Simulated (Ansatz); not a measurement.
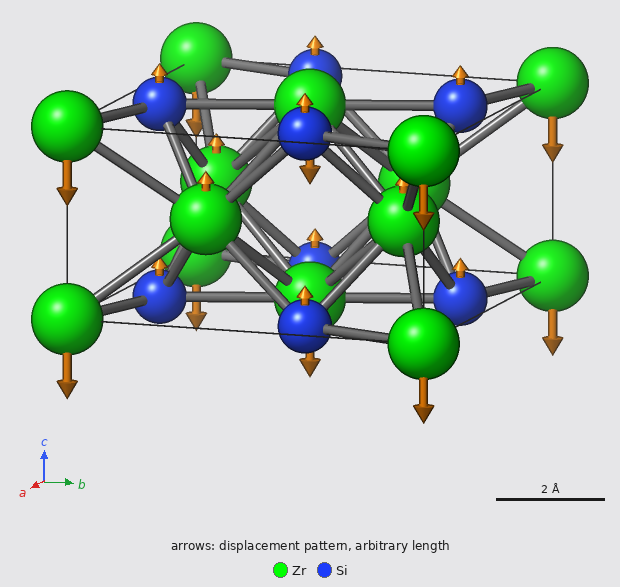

One vibrational mode of solid Zr3Si2 at the zone centre. The orange arrows give the relative displacements of the atoms. A ball-and-stick model of the cell of the calculation, seen slightly off an axis.

Level of theory: DFT PBEsol, scalar-relativistic, plane waves, PAW (Ansatz 0.2.0).

Input file:
```yaml
crystal:
  lattice:
    - [7.0597779539, 0.0, 0.0]
    - [0.0, 7.0597779539, 0.0]
    - [0.0, 0.0, 3.6581122238]
  atoms:
    - { symbol: Zr, position: [0.1742290863, 0.6742290863, 0.5] }
    - { symbol: Zr, position: [0.8257709137, 0.3257709137, 0.5] }
    - { symbol: Zr, position: [0.3257709137, 0.1742290863, 0.5] }
    - { symbol: Zr, position: [0.6742290863, 0.8257709137, 0.5] }
    - { symbol: Zr, position: [0.0, 0.0, 0.0] }
    - { symbol: Zr, position: [0.5, 0.5, 0.0] }
    - { symbol: Si, position: [0.6224972654, 0.1224972654, 0.0] }
    - { symbol: Si, position: [0.3775027346, 0.8775027346, 0.0] }
    - { symbol: Si, position: [0.8775027346, 0.6224972654, 0.0] }
    - { symbol: Si, position: [0.1224972654, 0.3775027346, 0.0] }
basis:
  ecutwfc: 420
kpoints:
  mp_grid: { grid: [6, 6, 10] }
hamiltonian:
  xc: pbesol
scf:
  occupations: { method: fermi_dirac, width: 0.15 }
output:
  eigenvalues: true
phonons:
  method: dfpt
  eigenvectors: true
```

Command:
```bash
ansatz run input.yaml --threads 4 --pin off --max-ram 12288MiB --backend cpu --events-out ev --progress --plain --runs-dir out
```

The frequencies depend somewhat on the k-mesh and the smearing.

### Describe the mode and give its frequency.

This is the A₂u mode at 20.6 meV, optical level 5 of 19, counted from below, infrared-active by symmetry. The Zr (2a) sublattice moves against the Zr (4h) and Si sublattices, along c; the kinetic energy is shared as Zr 94 %, Si 6 %. The crystal is a metal, so free carriers screen the infrared response.
